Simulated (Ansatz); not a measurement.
A series of calculations on HgTe and related structures

**1. Relaxation**

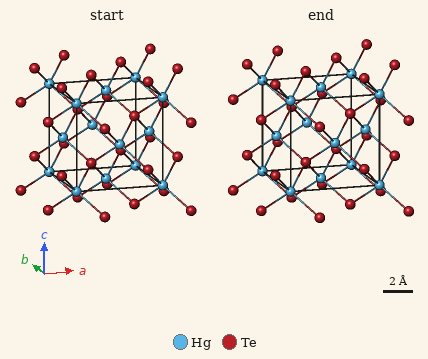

The structure of a crystal of HgTe (set up in F-43m) before (left) and after (right) a relaxation, at one scale.

The picture is a ball-and-stick view of the conventional cell (4 times the calculation's cell), seen slightly off an axis. Lengths and directions refer to the drawn axes.

Level of theory: DFT PBE, scalar-relativistic, plane waves, PAW (Ansatz 0.2.0). Set-up: plane-wave cutoff 420 eV; k-point mesh 12 × 12 × 12; occupations gaussian; smearing width 0.1 eV; no spin polarisation; cell and atoms relaxed; force threshold 0.005 eV/Å; at most 80 steps.

Summarise the run.

The atoms keep their places relative to the cell (all moves are under 0.005 Å). The drawn cell changes as follows: a = b = c 6.447 → 6.650 Å (+3.1 %); the volume changes by +9.7 %. Near-neighbour distances that change, for instance: Hg–Te 2.792 → 2.879 Å. The space group stays F-43m (No. 216). After 3 accepted moves (4 points after the start) the energy has fallen by 37.7 meV per atom. All forces vanish by symmetry, so only the cell relaxes. Pressure: 4.06 GPa at the start and 0.02 GPa at the end. At 1 point the geometry stayed and the basis and grid were re-selected for the new cell (energy shift of 0.6 meV per atom at most each time).

**2. Relaxation**

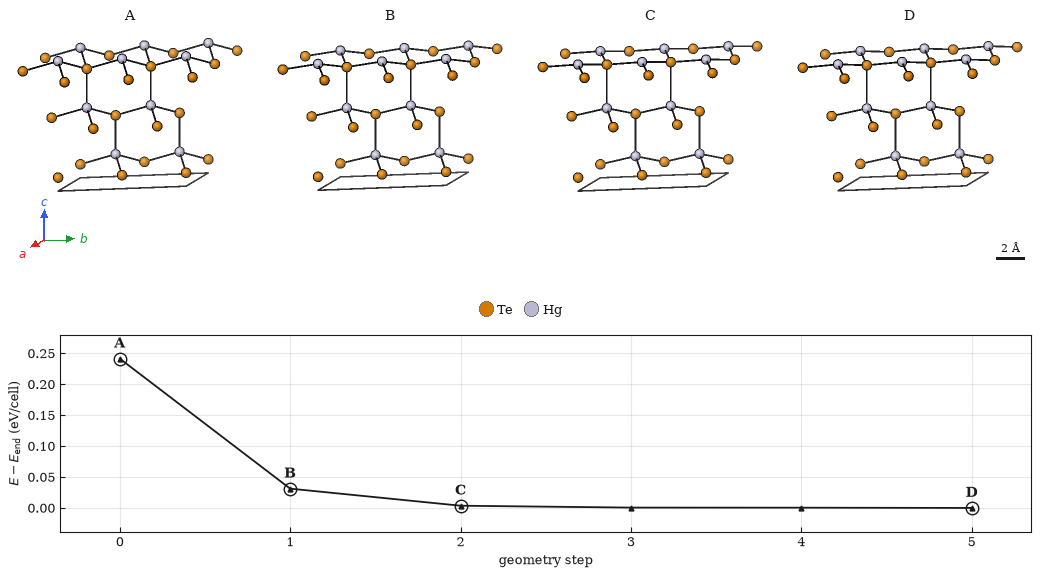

Frames of a relaxation of a slab of composition HgTe (cut from the F-43m phase), marked on the history of the run. A ball-and-stick model of the 1 × 2 repeat of the cell, outlined in the plane, without the vacuum, seen slightly off an axis.

Case: (1 1 1) slab, atoms relaxed. The slab is the (1 1 1) face of HgTe.

These are results of DFT PBE, scalar-relativistic, plane waves, PAW in Ansatz, not measurements. Set-up: plane-wave cutoff 420 eV; k-point mesh 9 × 9 × 1; occupations gaussian; smearing width 0.1 eV; no spin polarisation; dipole correction; atoms relaxed in a fixed cell; force threshold 0.02 eV/Å; at most 60 steps.

What happens along the run?

The energy falls by 0.241 eV per cell of the calculation in 5 geometry steps. The largest force component goes from 0.78 to 0.0037 eV/Å. A Te atom moves most relative to the layer's centre: 0.27 Å along the normal (+c). By element the largest moves are Te 0.27 Å, Hg 0.23 Å. The lattice vectors keep their values. Among the contacts that change: Hg–Te 2.879 → 3.201 Å, Hg–Te 2.879 → 3.145 Å, Hg–Te 2.879 → 2.753 Å, Hg–Te 2.879 → 2.823 Å. Among the angles between lasting bonds that change: Hg–Te–Hg 109.5° → 99.6°, Hg–Te–Hg 109.5° → 117.3°, Te–Hg–Te 109.5° → 117.3°. From step 0 to 1: a Hg atom moves most (0.20 Å), energy −0.210 eV per cell of the calculation. From step 1 to 2: a Te atom moves most (0.19 Å), energy −27.6 meV per cell of the calculation. From step 2 to 5: a Te atom moves most (0.05 Å), energy −3.6 meV per cell of the calculation.

```tsv
step	E − E(0), meV/atom	largest force component, eV/Å
0	0.00	0.7850
1	-35.04	0.3266
2	-39.64	0.0898
3	-40.15	0.0323
4	-40.17	0.0357
5	-40.24	0.0037
```

**3. A change**

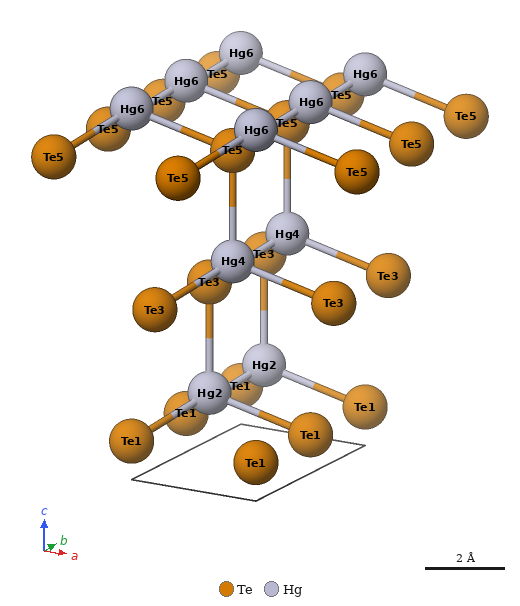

This is a (1 1 1) slab of HgTe as cut from the relaxed bulk. Style: ball-and-stick. Shown: the 1 × 2 repeat of the cell, outlined in the plane, without the vacuum, slightly off an axis.

Level of theory: DFT PBE, scalar-relativistic, plane waves, PAW (Ansatz). Set-up: plane-wave cutoff 420 eV; occupations gaussian; smearing width 0.1 eV; no spin polarisation. The k-mesh is chosen for each cell (9×9×9, 9×9×1).

Change: The atoms of the slab are relaxed at the bulk's in-plane cell.

What does the calculation give for the changed structure?

The surface energy (mean of the two faces) falls from 0.40 to 0.29 J/m². The top spacing, between the Hg and Te planes, goes from 0.96 to 0.46 Å (−52.1 %), the bottom one (Te to Hg) from 0.96 to 0.79 Å (−17.3 %). The work function of the top face goes from 3.52 to 3.76 eV. The cell doesn't change. The atom that moves furthest relative to the layer's centre is Te5 (0.27 Å along the normal (+c)). By element the largest moves are Te 0.27 Å, Hg 0.23 Å. Some distances before and after: Hg–Te 2.879 → 2.753 to 3.201 Å.

Drawn alike, the variant:

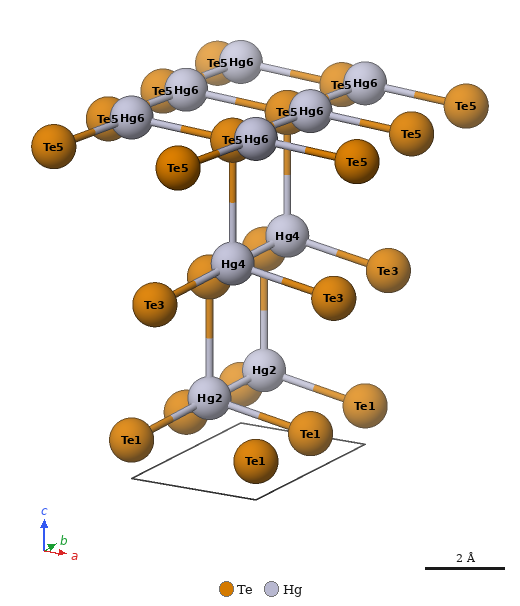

**4. A change**

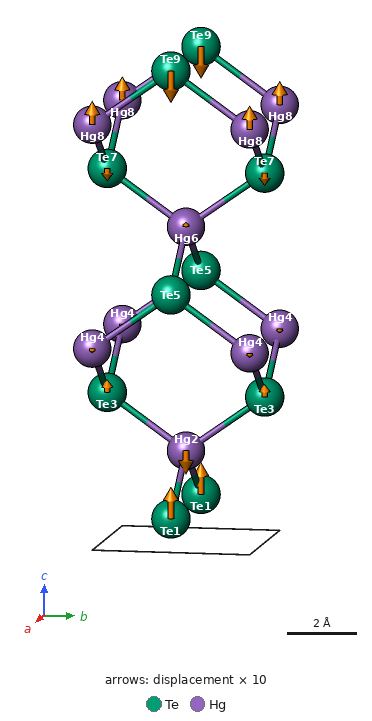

A (1 0 0) slab of HgTe as cut from the relaxed bulk. The orange arrows show how the atoms are displaced, magnified 10 times. The picture is a ball-and-stick view of the cell of the calculation, outlined in the plane, without the vacuum, seen slightly off an axis.

Computed with Ansatz, DFT PBE, scalar-relativistic, plane waves, PAW. (plane-wave cutoff 420 eV; occupations gaussian; smearing width 0.1 eV; no spin polarisation) The k-mesh is chosen for each cell (8×8×10, 8×8×1).

### What was done to the structure, and with what result?

The atoms of the slab are relaxed at the bulk's in-plane cell. The slab isn't stoichiometric; relaxing it gains 0.029 J/m². The top spacing, between the Te and Hg planes, goes from 1.66 to 1.50 Å (−10.1 %), the bottom one (Te to Hg) from 1.66 to 1.50 Å (−10.1 %). The cell doesn't change. The largest moves relative to the layer's centre, 0.096 Å, are those of Te1 and Te9. Te9 goes along the normal (−c). By element the largest moves are Te 0.096 Å, Hg 0.071 Å. Some distances before and after: Hg–Te 2.879 → 2.786 to 2.944 Å.
